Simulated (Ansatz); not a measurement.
**Run report: FeCo₃, geometry relaxation (part 2 of 3)**

The same run, continued: FeCo₃ (4 atoms in the cell); DFT PBEsol, scalar-relativistic, plane waves, PAW, spin-polarised (Ansatz 0.2.0); cutoff 420 eV, 12×12×12 k-mesh, Gaussian smearing of 0.1 eV, collinear spins. The structure derives from a Materials Project entry. It belongs to a series of runs on one base structure; here: ferrimagnetic in the cell, signs +---.

Geometry of the input (Å; fractional positions):
```
3.5357  0.0000  0.0000
0.0000  3.5357  0.0000
0.0000  0.0000  3.5357
Fe 0.0000  0.0000  0.0000
Co 0.5000  0.5000  0.0000
Co 0.5000  0.0000  0.5000
Co 0.0000  0.5000  0.5000
```

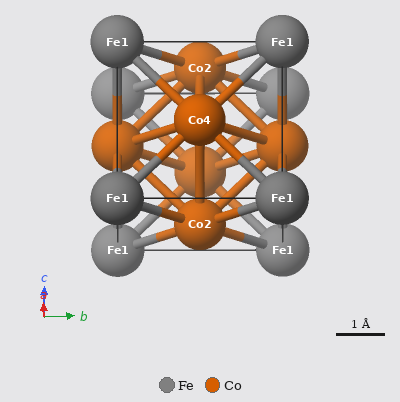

The geometry at step 4 of the log (ball-and-stick view of the cell of the calculation, seen at an oblique angle; atoms are numbered from 1 in the order of the input).

The program's output, continued:
```
SCF iter  50: F=—  HF=-19727.047701 eV  |F-HF|=—  |Δ(HF+E_count)|=   3.55e-3  Δρ=1.09e-2 (↑5.22e-3 ↓1.09e-2)  dr2=2.78e-2  dr2_m=2.27e-2  M=0.467 μB ∫|m|=4.131 μB  β_m=0.04  ethr=3.10e-7  ⟨swp⟩=2.1  Hψ=12168  notcnv=0  defer=1053
SCF iter  51: F=—  HF=-19727.139278 eV  |F-HF|=—  |Δ(HF+E_count)|=   9.16e-2  Δρ=4.19e-2 (↑1.67e-2 ↓4.19e-2)  dr2=5.59e-1  dr2_m=2.83e-1  M=2.158 μB ∫|m|=2.837 μB  β_m=0.00  ethr=3.10e-7  ⟨swp⟩=3.9  Hψ=18759  notcnv=0  defer=1053  recentre
SCF iter  52: F=—  HF=-19727.053213 eV  |F-HF|=—  |Δ(HF+E_count)|=   8.61e-2  Δρ=1.40e-2 (↑6.52e-3 ↓1.40e-2)  dr2=4.89e-2  dr2_m=3.66e-2  M=0.673 μB ∫|m|=3.972 μB  β_m=0.01  ethr=3.10e-7  ⟨swp⟩=3.2  Hψ=18960  notcnv=0  defer=1067
SCF iter  53: F=—  HF=-19727.068443 eV  |F-HF|=—  |Δ(HF+E_count)|=   1.52e-2  Δρ=2.19e-2 (↑9.26e-3 ↓2.19e-2)  dr2=1.35e-1  dr2_m=8.25e-2  M=1.079 μB ∫|m|=3.649 μB  β_m=0.01  ethr=3.10e-7  ⟨swp⟩=2.6  Hψ=14383  notcnv=0  defer=1062  recentre
SCF iter  54: F=—  HF=-19727.067520 eV  |F-HF|=—  |Δ(HF+E_count)|=   9.23e-4  Δρ=2.11e-2 (↑9.40e-3 ↓2.11e-2)  dr2=1.20e-1  dr2_m=7.99e-2  M=1.068 μB ∫|m|=3.663 μB  β_m=0.01  ethr=3.10e-7  ⟨swp⟩=1.1  Hψ=7022  notcnv=0  defer=1062
SCF iter  55: F=-19726.982122 eV  HF=-19727.066390 eV  |F-HF|=8.43e-2  |Δ(HF+E_count)|=   1.13e-3  Δρ=2.01e-2 (↑9.50e-3 ↓2.01e-2)  dr2=9.86e-2  dr2_m=7.58e-2  M=1.054 μB ∫|m|=3.674 μB  β_m=0.00  ethr=3.10e-7  ⟨swp⟩=2.1  Hψ=11139  notcnv=0  defer=1062
SCF iter  56: F=-19726.983549 eV  HF=-19727.058092 eV  |F-HF|=7.45e-2  |Δ(HF+E_count)|=   8.30e-3  Δρ=1.73e-2 (↑7.08e-3 ↓1.73e-2)  dr2=8.50e-2  dr2_m=5.06e-2  M=0.808 μB ∫|m|=3.864 μB  β_m=0.00  ethr=3.10e-7  ⟨swp⟩=2.1  Hψ=12354  notcnv=0  defer=1062
SCF iter  57: F=-19727.027336 eV  HF=-19727.039108 eV  |F-HF|=1.18e-2  |Δ(HF+E_count)|=   1.90e-2  Δρ=6.50e-3 (↑2.54e-3 ↓6.50e-3)  dr2=1.34e-2  dr2_m=6.62e-3  M=-0.013 μB ∫|m|=4.484 μB  β_m=0.01  ethr=3.10e-7  ⟨swp⟩=3.0  Hψ=16125  notcnv=0  defer=1062
SCF iter  58: F=-19727.031319 eV  HF=-19727.045137 eV  |F-HF|=1.38e-2  |Δ(HF+E_count)|=   6.03e-3  Δρ=9.20e-3 (↑4.93e-3 ↓9.20e-3)  dr2=1.76e-2  dr2_m=1.77e-2  M=0.373 μB ∫|m|=4.215 μB  β_m=0.01  ethr=3.10e-7  ⟨swp⟩=2.4  Hψ=14616  notcnv=0  defer=1009
SCF iter  59: F=-19727.030405 eV  HF=-19727.036167 eV  |F-HF|=5.76e-3  |Δ(HF+E_count)|=   8.97e-3  Δρ=4.70e-3 (↑2.07e-3 ↓4.70e-3)  dr2=6.45e-3  dr2_m=3.80e-3  M=-0.258 μB ∫|m|=4.648 μB  β_m=0.01  ethr=3.10e-7  ⟨swp⟩=3.0  Hψ=15353  notcnv=0  defer=1005
SCF iter  60: F=-19727.028666 eV  HF=-19727.049451 eV  |F-HF|=2.08e-2  |Δ(HF+E_count)|=   1.33e-2  Δρ=1.14e-2 (↑6.22e-3 ↓1.14e-2)  dr2=2.57e-2  dr2_m=2.78e-2  M=0.558 μB ∫|m|=4.079 μB  β_m=0.00  ethr=3.10e-7  ⟨swp⟩=3.0  Hψ=16552  notcnv=0  defer=1004  recentre
SCF iter  61: F=-19727.032244 eV  HF=-19727.049455 eV  |F-HF|=1.72e-2  |Δ(HF+E_count)|=   3.72e-6  Δρ=1.10e-2 (↑6.29e-3 ↓1.10e-2)  dr2=2.19e-2  dr2_m=2.73e-2  M=0.561 μB ∫|m|=4.075 μB  β_m=0.00  ethr=3.10e-7  ⟨swp⟩=1.1  Hψ=8238  notcnv=0  defer=1004
SCF iter  62: F=-19727.050019 eV  HF=-19727.050603 eV  |F-HF|=5.84e-4  |Δ(HF+E_count)|=   1.15e-3  Δρ=9.37e-3 (↑8.20e-3 ↓9.37e-3)  dr2=4.56e-3  dr2_m=2.98e-2  M=0.636 μB ∫|m|=4.031 μB  β_m=0.03  ethr=3.10e-7  ⟨swp⟩=2.3  Hψ=12153  notcnv=0  defer=1004
SCF iter  63: F=-19727.046971 eV  HF=-19727.065729 eV  |F-HF|=1.88e-2  |Δ(HF+E_count)|=   1.51e-2  Δρ=1.65e-2 (↑1.14e-2 ↓1.65e-2)  dr2=2.99e-2  dr2_m=7.32e-2  M=1.109 μB ∫|m|=3.668 μB  β_m=0.06  ethr=3.10e-7  ⟨swp⟩=2.7  Hψ=14043  notcnv=0  defer=1004  recentre
SCF iter  64: F=-19727.059153 eV  HF=-19727.065524 eV  |F-HF|=6.37e-3  |Δ(HF+E_count)|=   2.05e-4  Δρ=1.52e-2 (↑1.17e-2 ↓1.52e-2)  dr2=1.65e-2  dr2_m=6.98e-2  M=1.110 μB ∫|m|=3.662 μB  β_m=0.56  ethr=3.10e-7  ⟨swp⟩=2.1  Hψ=11011  notcnv=0  defer=1007
SCF iter  65: F=-19727.063470 eV  HF=-19727.071978 eV  |F-HF|=8.51e-3  |Δ(HF+E_count)|=   6.45e-3  Δρ=1.65e-2 (↑1.28e-2 ↓1.65e-2)  dr2=1.90e-2  dr2_m=8.29e-2  M=1.248 μB ∫|m|=3.513 μB  β_m=0.65  ethr=3.10e-7  ⟨swp⟩=2.0  Hψ=12554  notcnv=0  defer=1007
SCF iter  66: F=-19726.738653 eV  HF=-19727.095034 eV  |F-HF|=3.56e-1  |Δ(HF+E_count)|=   2.31e-2  Δρ=3.34e-2 (↑1.21e-2 ↓3.34e-2)  dr2=3.97e-1  dr2_m=1.63e-1  M=1.474 μB ∫|m|=3.283 μB  β_m=0.58  ethr=3.10e-7  ⟨swp⟩=2.9  Hψ=15241  notcnv=0  defer=1007  recentre
SCF iter  67: F=-19727.090690 eV  HF=-19727.099990 eV  |F-HF|=9.30e-3  |Δ(HF+E_count)|=   4.96e-3  Δρ=2.12e-2 (↑1.79e-2 ↓2.12e-2)  dr2=2.72e-2  dr2_m=1.49e-1  M=1.789 μB ∫|m|=3.056 μB  β_m=0.78  ethr=3.10e-7  ⟨swp⟩=2.4  Hψ=14914  notcnv=0  defer=1013
SCF iter  68: F=-19727.161889 eV  HF=-19727.169576 eV  |F-HF|=7.69e-3  |Δ(HF+E_count)|=   6.96e-2  Δρ=2.31e-2 (↑1.99e-2 ↓2.31e-2)  dr2=2.93e-2  dr2_m=1.79e-1  M=2.670 μB ∫|m|=2.963 μB  β_m=0.51  ethr=3.10e-7  ⟨swp⟩=3.0  Hψ=17179  notcnv=0  defer=1000
SCF iter  69: F=-19726.983081 eV  HF=-19727.063763 eV  |F-HF|=8.07e-2  |Δ(HF+E_count)|=   1.06e-1  Δρ=1.58e-2 (↑1.58e-2 ↓1.30e-2)  dr2=9.30e-2  dr2_m=6.24e-2  M=1.043 μB ∫|m|=3.780 μB  β_m=0.86  ethr=3.10e-7  ⟨swp⟩=3.6  Hψ=19772  notcnv=0  defer=1060  recentre
SCF iter  70: F=-19727.089817 eV  HF=-19727.269539 eV  |F-HF|=1.80e-1  |Δ(HF+E_count)|=   2.06e-1  Δρ=3.11e-2 (↑1.25e-2 ↓3.11e-2)  dr2=2.13e-1  dr2_m=1.77e-1  M=3.995 μB ∫|m|=4.269 μB  β_m=0.49  ethr=3.10e-7  ⟨swp⟩=4.2  Hψ=23487  notcnv=0  defer=1085  recentre
SCF iter  71: F=-19727.249000 eV  HF=-19727.266036 eV  |F-HF|=1.70e-2  |Δ(HF+E_count)|=   3.50e-3  Δρ=2.23e-2 (↑2.06e-2 ↓2.23e-2)  dr2=3.37e-2  dr2_m=1.76e-1  M=3.943 μB ∫|m|=4.213 μB  β_m=0.93  ethr=3.10e-7  ⟨swp⟩=3.1  Hψ=18242  notcnv=0  defer=1130
SCF iter  72: F=-19727.207450 eV  HF=-19727.282249 eV  |F-HF|=7.48e-2  |Δ(HF+E_count)|=   1.62e-2  Δρ=2.48e-2 (↑2.48e-2 ↓2.46e-2)  dr2=9.43e-2  dr2_m=2.17e-1  M=4.075 μB ∫|m|=4.342 μB  β_m=0.93  ethr=3.10e-7  ⟨swp⟩=3.0  Hψ=15528  notcnv=0  defer=1130  recentre
SCF iter  73: F=-19727.062791 eV  HF=-19727.290984 eV  |F-HF|=2.28e-1  |Δ(HF+E_count)|=   8.74e-3  Δρ=2.62e-2 (↑2.62e-2 ↓1.23e-2)  dr2=2.42e-1  dr2_m=9.44e-2  M=4.019 μB ∫|m|=4.308 μB  β_m=0.93  ethr=3.10e-7  ⟨swp⟩=3.1  Hψ=18249  notcnv=0  defer=1113  recentre
SCF iter  74: F=-19726.634943 eV  HF=-19727.552008 eV  |F-HF|=9.17e-1  |Δ(HF+E_count)|=   2.61e-1  Δρ=6.79e-2 (↑3.67e-2 ↓6.79e-2)  dr2=1.07e0  dr2_m=9.26e-1  M=6.428 μB ∫|m|=6.750 μB  β_m=0.93  ethr=3.10e-7  ⟨swp⟩=3.7  Hψ=21478  notcnv=0  defer=1093  recentre
SCF iter  75: F=-19726.443809 eV  HF=-19727.349429 eV  |F-HF|=9.06e-1  |Δ(HF+E_count)|=   2.03e-1  Δρ=5.09e-2 (↑2.11e-2 ↓5.09e-2)  dr2=9.84e-1  dr2_m=3.81e-1  M=4.590 μB ∫|m|=4.871 μB  β_m=0.14  ethr=3.10e-7  ⟨swp⟩=3.5  Hψ=21372  notcnv=0  defer=1122  recentre
SCF iter  76: F=-19727.283313 eV  HF=-19727.287625 eV  |F-HF|=4.31e-3  |Δ(HF+E_count)|=   6.18e-2  Δρ=2.36e-2 (↑2.26e-2 ↓2.36e-2)  dr2=2.49e-2  dr2_m=2.08e-1  M=4.249 μB ∫|m|=4.524 μB  β_m=0.16  ethr=3.10e-7  ⟨swp⟩=3.2  Hψ=18173  notcnv=0  defer=1122
SCF iter  77: F=-19727.353049 eV  HF=-19727.336785 eV  |F-HF|=1.63e-2  |Δ(HF+E_count)|=   4.92e-2  Δρ=2.75e-2 (↑2.69e-2 ↓2.75e-2)  dr2=1.54e-2  dr2_m=2.95e-1  M=4.875 μB ∫|m|=5.163 μB  β_m=0.45  ethr=3.10e-7  ⟨swp⟩=3.0  Hψ=15851  notcnv=0  defer=1122
SCF iter  78: F=-19727.541031 eV  HF=-19727.476594 eV  |F-HF|=6.44e-2  |Δ(HF+E_count)|=   1.40e-1  Δρ=3.98e-2 (↑3.98e-2 ↓3.85e-2)  dr2=4.35e-3  dr2_m=6.17e-1  M=6.230 μB ∫|m|=6.538 μB  β_m=0.44  ethr=3.10e-7  ⟨swp⟩=3.7  Hψ=18684  notcnv=0  defer=1126
SCF iter  79: F=-19727.656864 eV  HF=-19727.688372 eV  |F-HF|=3.15e-2  |Δ(HF+E_count)|=   2.12e-1  Δρ=1.34e-2 (↑7.33e-3 ↓1.34e-2)  dr2=4.19e-2  dr2_m=3.50e-2  M=7.310 μB ∫|m|=7.752 μB  β_m=0.52  ethr=3.10e-7  ⟨swp⟩=3.4  Hψ=21545  notcnv=0  defer=1112
SCF iter  80: F=-19727.661166 eV  HF=-19727.619819 eV  |F-HF|=4.13e-2  |Δ(HF+E_count)|=   6.86e-2  Δρ=3.32e-2 (↑3.32e-2 ↓3.07e-2)  dr2=4.16e-3  dr2_m=4.10e-1  M=7.023 μB ∫|m|=7.396 μB  β_m=0.76  ethr=3.10e-7  ⟨swp⟩=3.4  Hψ=17772  notcnv=0  defer=1110  recentre
SCF iter  81: F=-19727.680095 eV  HF=-19727.690015 eV  |F-HF|=9.92e-3  |Δ(HF+E_count)|=   7.02e-2  Δρ=4.45e-3 (↑4.45e-3 ↓3.16e-3)  dr2=1.31e-2  dr2_m=1.94e-3  M=7.422 μB ∫|m|=7.901 μB  β_m=0.76  ethr=3.10e-7  ⟨swp⟩=3.7  Hψ=18288  notcnv=0  defer=1110
SCF iter  82: F=-19727.685902 eV  HF=-19727.690653 eV  |F-HF|=4.75e-3  |Δ(HF+E_count)|=   6.39e-4  Δρ=4.46e-3 (↑4.46e-3 ↓2.56e-3)  dr2=5.73e-3  dr2_m=3.72e-3  M=7.320 μB ∫|m|=7.800 μB  β_m=0.88  ethr=3.10e-7  ⟨swp⟩=2.0  Hψ=14885  notcnv=0  defer=1097
SCF iter  83: F=-19727.687783 eV  HF=-19727.684500 eV  |F-HF|=3.28e-3  |Δ(HF+E_count)|=   6.15e-3  Δρ=9.76e-3 (↑9.76e-3 ↓9.26e-3)  dr2=8.24e-4  dr2_m=3.63e-2  M=7.246 μB ∫|m|=7.710 μB  β_m=0.94  ethr=3.10e-7  ⟨swp⟩=2.4  Hψ=13485  notcnv=0  defer=1097  recentre
SCF iter  84: F=-19727.688223 eV  HF=-19727.687851 eV  |F-HF|=3.72e-4  |Δ(HF+E_count)|=   3.35e-3  Δρ=7.92e-3 (↑7.92e-3 ↓5.67e-3)  dr2=1.77e-3  dr2_m=1.85e-2  M=7.275 μB ∫|m|=7.750 μB  β_m=0.89  ethr=3.10e-7  ⟨swp⟩=2.0  Hψ=12740  notcnv=0  defer=1097
SCF iter  85: F=-19727.690796 eV  HF=-19727.690912 eV  |F-HF|=1.16e-4  |Δ(HF+E_count)|=   3.06e-3  Δρ=2.09e-3 (↑2.09e-3 ↓1.77e-3)  dr2=3.05e-4  dr2_m=1.44e-3  M=7.337 μB ∫|m|=7.828 μB  β_m=0.92  ethr=3.10e-7  ⟨swp⟩=2.4  Hψ=12338  notcnv=0  defer=1097
SCF iter  86: F=-19727.690250 eV  HF=-19727.691258 eV  |F-HF|=1.01e-3  |Δ(HF+E_count)|=   3.46e-4  Δρ=1.12e-3 (↑1.12e-3 ↓9.42e-4)  dr2=1.07e-3  dr2_m=1.54e-4  M=7.380 μB ∫|m|=7.877 μB  β_m=0.76  ethr=3.10e-7  ⟨swp⟩=2.0  Hψ=10929  notcnv=0  defer=1097
SCF iter  87: F=-19727.691191 eV  HF=-19727.691245 eV  |F-HF|=5.45e-5  |Δ(HF+E_count)|=   1.23e-5  Δρ=2.79e-4 (↑2.79e-4 ↓2.03e-4)  dr2=5.90e-5  dr2_m=7.62e-6  M=7.369 μB ∫|m|=7.865 μB  β_m=0.88  ethr=3.10e-7  ⟨swp⟩=1.5  Hψ=7960  notcnv=0  defer=1097
SCF iter  88: F=-19727.691243 eV  HF=-19727.691244 eV  |F-HF|=1.59e-6  |Δ(HF+E_count)|=   9.08e-7  Δρ=3.93e-5 (↑3.12e-5 ↓3.93e-5)  dr2=1.65e-6  dr2_m=1.10e-7  M=7.367 μB ∫|m|=7.861 μB  β_m=0.88  ethr=8.81e-8  ⟨swp⟩=1.5  Hψ=7526  notcnv=0  defer=1097
SCF iter  89: F=-19727.691244 eV  HF=-19727.691244 eV  |F-HF|=3.14e-8  |Δ(HF+E_count)|=   2.07e-8  Δρ=6.67e-6 (↑4.57e-6 ↓6.67e-6)  dr2=3.66e-8  dr2_m=1.97e-9  M=7.367 μB ∫|m|=7.861 μB  ethr=1.49e-10  ⟨swp⟩=8.7  Hψ=39417  notcnv=0
at 17 of the mixer's solves, the last at iteration 80, it left a direction of its history that read negative out of its fit and stepped the other way along it
SCF 1 converged in 89 iterations: F = -19727.691244 eV  dr2 = 3.66e-8
  greatest PAW one-centre occupation: 1.002 electrons in one spin orbital (limit 2), on the Fe atom at site 0 (counted from 0), in its partial waves of l = 1
relax step   1: F+E_penalty+E_count = -19727.69124446 eV  Δ(F+E_penalty+E_count) = +0.000e0 eV  max|allowed force component| = 1.043e-28 eV/Å  Δτ_max = 0.0000 Å  P = -8.476 GPa  Ω = 44.201 Å³  (89 SCF iters, dr2 threshold 1.00e-7 eV, accepted)
Crystal: 4 atoms, lattice volume = 43.199 Å³
Initial density: handed on by an earlier stage of this run
Starting moments: Σ|m| = 13 μB on 4 of 4 sites; this step starts from the density that it was given
Initial wavefunctions: those handed on with the density
iter 1 solved again at ethr=1.15e-5 eV; its pass at ethr=3.10e-3 eV (dr2=7.68e-3 eV) is discarded
SCF iter   1: F=—  HF=-19727.724187 eV  |F-HF|=—  |Δ(HF+E_count)|=         —  Δρ=7.11e-3 (↑6.24e-3 ↓7.11e-3)  dr2=7.91e-3  dr2_m=1.50e-2  M=7.258 μB ∫|m|=7.744 μB  β_m=0.30  ethr=1.15e-5  ⟨swp⟩=1.7  Hψ=31608  notcnv=0
preconditioner: auto → Kerker (q_TF=auto, 2.935 Å⁻¹)  [metal: Δε(μ)=0.008 eV  Ē_g=10.665 eV  σ=0.100 eV  W_gap=0.04  n_scr=18 (ndim 8)  ℏωp=33.4 eV  f_vac=0.000  D(μ)=4.01/eV (n_scr^D=56)]
spin=Collinear: Kerker preconditioning applied to the charge; magnetization (m = ρ↑ − ρ↓) channel mixes plain (no charge-response kernel on spin).
SCF iter   2: F=—  HF=-19727.727242 eV  |F-HF|=—  |Δ(HF+E_count)|=   3.06e-3  Δρ=5.35e-3 (↑4.04e-3 ↓5.35e-3)  dr2=1.30e-3  dr2_m=8.53e-3  M=7.260 μB ∫|m|=7.744 μB  β_m=0.54  ethr=1.15e-5  ⟨swp⟩=2.0  Hψ=9800  notcnv=0
SCF iter   3: F=—  HF=-19727.732590 eV  |F-HF|=—  |Δ(HF+E_count)|=   5.35e-3  Δρ=4.89e-3 (↑3.19e-3 ↓4.89e-3)  dr2=2.35e-2  dr2_m=8.65e-4  M=7.247 μB ∫|m|=7.725 μB  β_m=0.43  ethr=1.94e-6  ⟨swp⟩=2.0  Hψ=13086  notcnv=0  recentre
SCF iter   4: F=—  HF=-19727.731755 eV  |F-HF|=—  |Δ(HF+E_count)|=   8.34e-4  Δρ=2.97e-3 (↑6.19e-4 ↓2.97e-3)  dr2=4.10e-3  dr2_m=8.39e-4  M=7.260 μB ∫|m|=7.737 μB  β_m=0.39  ethr=1.94e-6  ⟨swp⟩=2.0  Hψ=13712  notcnv=0
SCF iter   5: F=—  HF=-19727.731670 eV  |F-HF|=—  |Δ(HF+E_count)|=   8.56e-5  Δρ=5.40e-4 (↑2.37e-4 ↓5.40e-4)  dr2=3.22e-5  dr2_m=5.26e-5  M=7.255 μB ∫|m|=7.730 μB  β_m=0.69  ethr=1.94e-6  ⟨swp⟩=1.8  Hψ=9251  notcnv=0
SCF iter   6: F=—  HF=-19727.731699 eV  |F-HF|=—  |Δ(HF+E_count)|=   2.98e-5  Δρ=1.20e-4 (↑1.20e-4 ↓9.67e-5)  dr2=9.47e-6  dr2_m=1.83e-6  M=7.253 μB ∫|m|=7.725 μB  β_m=0.85  ethr=4.81e-8  ⟨swp⟩=2.1  Hψ=12103  notcnv=0
SCF iter   7: F=—  HF=-19727.731701 eV  |F-HF|=—  |Δ(HF+E_count)|=   1.93e-6  Δρ=8.09e-5 (↑8.09e-5 ↓6.70e-5)  dr2=4.57e-6  dr2_m=2.72e-7  M=7.253 μB ∫|m|=7.725 μB  β_m=0.92  ethr=1.41e-8  ⟨swp⟩=1.7  Hψ=9798  notcnv=0
SCF iter   8: F=—  HF=-19727.731701 eV  |F-HF|=—  |Δ(HF+E_count)|=   3.44e-7  Δρ=3.54e-5 (↑1.37e-5 ↓3.54e-5)  dr2=1.04e-6  dr2_m=5.14e-8  M=7.252 μB ∫|m|=7.725 μB  β_m=0.83  ethr=6.83e-9  ⟨swp⟩=2.3  Hψ=13049  notcnv=0
SCF iter   9: F=-19727.731701 eV  HF=-19727.731701 eV  |F-HF|=1.61e-7  |Δ(HF+E_count)|=   3.92e-8  Δρ=1.91e-5 (↑3.74e-6 ↓1.91e-5)  dr2=1.85e-7  dr2_m=2.48e-8  M=7.252 μB ∫|m|=7.725 μB  ethr=5.97e-10  ⟨swp⟩=3.7  Hψ=23716  notcnv=0
the starting moments were not kept: 3 of 4 ended reversed and 1 kept their direction, counting a site from 0.1 of the cell's largest site moment. The largest reversed, site 3 (counted from 0, in the order of the report's site_moments_mub), started with -3.0 μB and closes at +1.6e0 μB in its sphere.
SCF 2 converged in 9 iterations: F = -19727.731701 eV  dr2 = 1.85e-7
[... from here on the iterations of each SCF are left out, up to the last one ...]
relax step   2: F+E_penalty+E_count = -19727.73170082 eV  Δ(F+E_penalty+E_count) = -4.046e-2 eV  max|allowed force component| = 3.780e-29 eV/Å  Δτ_max = 0.0000 Å  P = -3.975 GPa  Ω = 43.199 Å³  energy of the carried Pulay correction = +1.140e-3 eV  (9 SCF iters, dr2 threshold 4.00e-7 eV, accepted)
[... from here on the SCF iterations and repeated set-up lines of each step are left out, up to the last step ...]
SCF 3 converged in 9 iterations: F = -19727.742248 eV  dr2 = 1.40e-7
relax step   3: F+E_penalty+E_count = -19727.74224768 eV  Δ(F+E_penalty+E_count) = -1.055e-2 eV  max|allowed force component| = 1.453e-29 eV/Å  Δτ_max = 0.0000 Å  P = +0.450 GPa  Ω = 42.352 Å³  energy of the carried Pulay correction = +2.125e-3 eV  (9 SCF iters, dr2 threshold 4.00e-7 eV, accepted)
SCF 4 converged in 6 iterations: F = -19727.742267 eV  dr2 = 5.20e-8
relax step   4: F+E_penalty+E_count = -19727.74226702 eV  Δ(F+E_penalty+E_count) = -1.934e-5 eV  max|allowed force component| = 3.017e-29 eV/Å  Δτ_max = 0.0000 Å  P = +0.004 GPa  Ω = 42.433 Å³  energy of the carried Pulay correction = +2.030e-3 eV  (6 SCF iters, dr2 threshold 4.00e-7 eV, accepted)
SCF 5 converged in 10 iterations: F = -19727.740664 eV  dr2 = 1.32e-12
relax step   5: F+E_penalty+E_count = -19727.74066414 eV  Δ(F+E_penalty+E_count) = +1.603e-3 eV  max|allowed force component| = 1.952e-29 eV/Å  Δτ_max = 0.0000 Å  P = -0.056 GPa  Ω = 42.433 Å³  stress off target by 5.60e-2 GPa  SCF on the basis re-selected at this cell (its energy is not comparable with the rows above)  (10 SCF iters)
SCF 6 converged in 6 iterations: F = -19727.740678 eV  dr2 = 7.83e-10
relax step   6: F+E_penalty+E_count = -19727.74067776 eV  Δ(F+E_penalty+E_count) = -1.362e-5 eV  max|allowed force component| = 2.255e-29 eV/Å  Δτ_max = 0.0000 Å  P = +0.000 GPa  Ω = 42.423 Å³  energy of the carried Pulay correction = +1.183e-5 eV  (6 SCF iters, dr2 threshold 7.84e-9 eV, accepted)
iter 1 solved again at ethr=7.70e-9 eV; its pass at ethr=3.10e-3 eV (dr2=5.16e-6 eV) is discarded
```
